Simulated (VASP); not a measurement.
**What a change does: band-structure calculation on AlN**

System: AlN (I-4m2, 2 atoms in the cell).
Method of the first run: DFT, PBE, plane waves, PAW (VASP 6.6.1).

The structure derives from a Materials Project entry. The geometry comes from this level: r2SCAN (a point of a series of strains). 

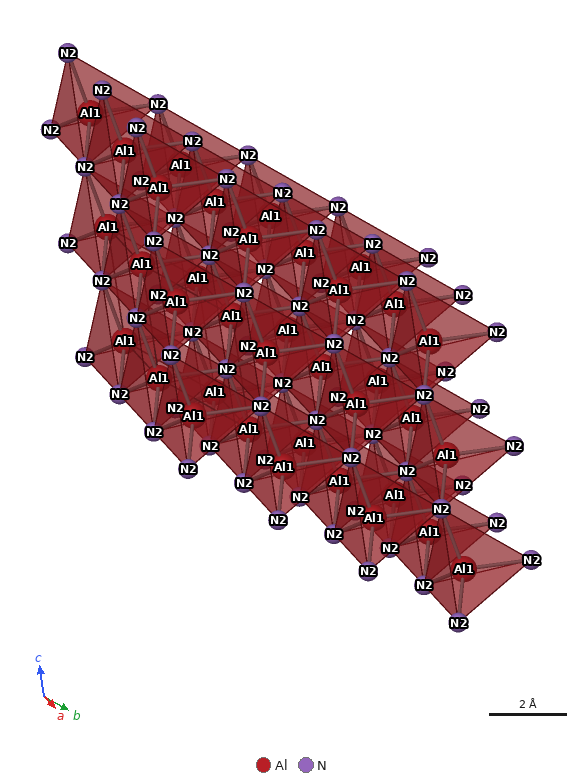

Figure 1. The structure as given in the input (polyhedral view of the reduced cell, repeated 2 × 3 × 2, seen slightly off an axis; polyhedra are completed across the faces of the cell; atoms are numbered from 1 in the order of the input).

## INCAR, the first run
```
ENCUT = 520.000000
SIGMA = 0.020000
EDIFF = 1.00e-07
GGA = PE
PREC = Accurate
IBRION = -1
ISIF = 2
ISMEAR = -1
NBANDS = 11
NELM = 120
NSW = 0
LASPH = .TRUE.
LCHARG = .FALSE.
LWAVE = .FALSE.
LREAL = .FALSE.
```

## KPOINTS, the first run
```
KPOINTS created by Atomic Simulation Environment
0
Gamma
10 10 10
0 0 0
```

## KPOINTS_OPT, the first run
```
special points
8
Reciprocal
0.0000000000 0.0000000000 0.0000000000 1
-0.5000000000 -0.5000000000 0.0000000000 1
-0.3750000000 -0.3750000000 0.2500000000 1
-0.3750000000 0.0000000000 0.3750000000 1
0.0000000000 0.0000000000 0.5000000000 1
-0.5000000000 -0.2500000000 0.2500000000 1
0.0833330000 0.0833330000 0.1666670000 1
0.0000000000 0.5000000000 0.5000000000 1
```

## POSCAR, the first run
```
Al N
 1.0000000000000000
     0.0000000000000000    2.1182377502000000    2.1848764830000000
     2.1182377502000000    0.0000000000000000    2.1848764830000000
     2.1182377502000000    2.1182377502000000    0.0000000000000000
 Al  N
   1   1
Cartesian
  0.0000000000000000  0.0000000000000000  0.0000000000000000
  3.1773566252999998  3.1773566252999998  3.2773147245000001
```

Command:
```bash
mpirun -np 1 vasp_std
```

Hardware: 1 CPU thread, shared host.

## OSZICAR and lines of OUTCAR (the first run)
```
N       E                     dE             d eps       ncg     rms          rms(c)
DAV:   1     0.109677235052E+02    0.10968E+02   -0.39156E+03  2316   0.607E+02
DAV:   2    -0.164051850548E+02   -0.27373E+02   -0.25967E+02  2712   0.140E+02
DAV:   3    -0.172454455647E+02   -0.84026E+00   -0.83932E+00  2770   0.231E+01
DAV:   4    -0.172499581193E+02   -0.45126E-02   -0.45122E-02  2574   0.185E+00
DAV:   5    -0.172500121682E+02   -0.54049E-04   -0.54049E-04  2742   0.193E-01    0.893E+00
DAV:   6    -0.147633958114E+02    0.24866E+01   -0.11672E+01  2643   0.175E+01    0.292E+00
DAV:   7    -0.147530958330E+02    0.10300E-01   -0.20935E-01  2553   0.342E+00    0.214E+00
DAV:   8    -0.147478174839E+02    0.52783E-02   -0.26377E-02  2496   0.153E+00    0.570E-01
DAV:   9    -0.147465267040E+02    0.12908E-02   -0.37084E-03  2706   0.364E-01    0.234E-01
DAV:  10    -0.147465653671E+02   -0.38663E-04   -0.33943E-04  2520   0.121E-01    0.304E-02
DAV:  11    -0.147465793992E+02   -0.14032E-04   -0.12805E-05  2610   0.274E-02    0.139E-02
DAV:  12    -0.147465794670E+02   -0.67776E-07   -0.16130E-07  2676   0.332E-03
   1 F= -.14746579E+02 E0= -.14746579E+02  d E =-.234946E-10
       N       E                     dE             ncg
DAV:   1     0.113366056456E+04   -0.21794E+04      176
DAV:   2     0.918197031003E+03   -0.21546E+03      200
DAV:   3     0.911334087031E+03   -0.68629E+01      221
DAV:   4     0.911287454985E+03   -0.46632E-01      212
DAV:   5     0.911286817615E+03   -0.63737E-03      206
DAV:   6     0.911286806567E+03   -0.11048E-04      218
DAV:   7     0.911286806354E+03   -0.21277E-06      203
DAV:   8     0.911286806350E+03   -0.41625E-08      199
[... from OUTCAR:]
   NELECT =       8.0000    total number of electrons
 E-fermi :   7.0015
  free  energy   TOTEN  =       -14.7465794670 eV
  energy  without entropy=      -14.7465794670  energy(sigma->0) =      -14.74657947
```

For the second run the input was changed thus:
```diff
-SIGMA = 0.020000
+SIGMA = 0.010000
-GGA = PE
+ALGO = Normal
+METAGGA = R2SCAN
-ISMEAR = -1
+ISMEAR = 0
-LCHARG = .FALSE.
+LCHARG = .TRUE.
+LELF = .TRUE.
```

What does this change do to the results?

The total energies belong to different methods, so their difference says nothing on which is more stable or more accurate. The gap on the mesh goes from 3.24 to 3.87 eV. The pressure goes from 18.95 to 14.25 GPa. The functional changes from PBE to R2SCAN. The SCF takes 14 iterations against 12.

## OSZICAR and lines of OUTCAR (the second run)
```
N       E                     dE             d eps       ncg     rms          rms(c)
DAV:   1     0.615749555241E+01    0.61575E+01   -0.40352E+03  2292   0.627E+02
DAV:   2    -0.226077987543E+02   -0.28765E+02   -0.27274E+02  2720   0.146E+02
DAV:   3    -0.235195480823E+02   -0.91175E+00   -0.91054E+00  2779   0.244E+01
DAV:   4    -0.235249714234E+02   -0.54233E-02   -0.54229E-02  2565   0.203E+00
DAV:   5    -0.235250428358E+02   -0.71412E-04   -0.71412E-04  2745   0.220E-01    0.926E+00
DAV:   6    -0.189981968689E+02    0.45268E+01   -0.86146E+00  2617   0.151E+01    0.382E+00
DAV:   7    -0.190992874587E+02   -0.10109E+00   -0.50815E-01  2622   0.486E+00    0.250E+00
DAV:   8    -0.191220585130E+02   -0.22771E-01   -0.44713E-02  2394   0.179E+00    0.699E-01
DAV:   9    -0.191202575859E+02    0.18009E-02   -0.75102E-03  2712   0.531E-01    0.151E-01
DAV:  10    -0.191204577593E+02   -0.20017E-03   -0.41195E-04  2553   0.152E-01    0.371E-02
DAV:  11    -0.191204462048E+02    0.11554E-04   -0.25592E-05  2736   0.314E-02    0.225E-02
DAV:  12    -0.191204330357E+02    0.13169E-04   -0.28304E-06  2484   0.126E-02    0.137E-02
DAV:  13    -0.191204385584E+02   -0.55226E-05   -0.17980E-07  2598   0.283E-03    0.189E-03
DAV:  14    -0.191204385347E+02    0.23688E-07   -0.55321E-09  1452   0.658E-04
   1 F= -.19120439E+02 E0= -.19120439E+02  d E =-.422800-138
       N       E                     dE             ncg
DAV:   1     0.111253691221E+04   -0.22005E+04      176
DAV:   2     0.886629174825E+03   -0.22591E+03      200
DAV:   3     0.879546083008E+03   -0.70831E+01      221
DAV:   4     0.879490158885E+03   -0.55924E-01      209
DAV:   5     0.879489254227E+03   -0.90466E-03      215
DAV:   6     0.879489236083E+03   -0.18144E-04      223
DAV:   7     0.879489235745E+03   -0.33801E-06      209
DAV:   8     0.879489235737E+03   -0.80918E-08      196
[... from OUTCAR:]
   NELECT =       8.0000    total number of electrons
 E-fermi :   6.5124
  free  energy   TOTEN  =       -19.1204385347 eV
  energy  without entropy=      -19.1204385347  energy(sigma->0) =      -19.12043853
```

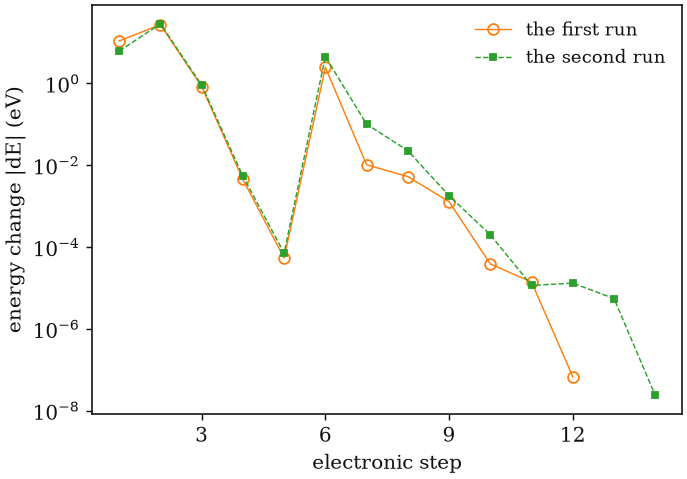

Figure 2. Convergence of the two runs: energy change |dE| against the electronic step. The first run takes 12 steps in all, and the second run takes 14.

## The two runs side by side

| quantity | the first run | the second run |
| --- | --- | --- |
| outcome | converged | converged |
| free energy per atom (eV) | −7.3733 | −9.5602 |
| gap on the mesh (eV) | 3.24 | 3.87 |
| pressure (GPa) | 18.95 | 14.25 |
| largest force (eV/Å) | 0.000 | 0.000 |
| SCF iterations | 12 | 14 |
| irreducible k-points | 102 | 102 |

For the first run: The cell is under a pressure of 19.0 GPa at this level, so it is not at its equilibrium volume. For the second run: The cell is under a pressure of 14.3 GPa at this level, so it is not at its equilibrium volume.
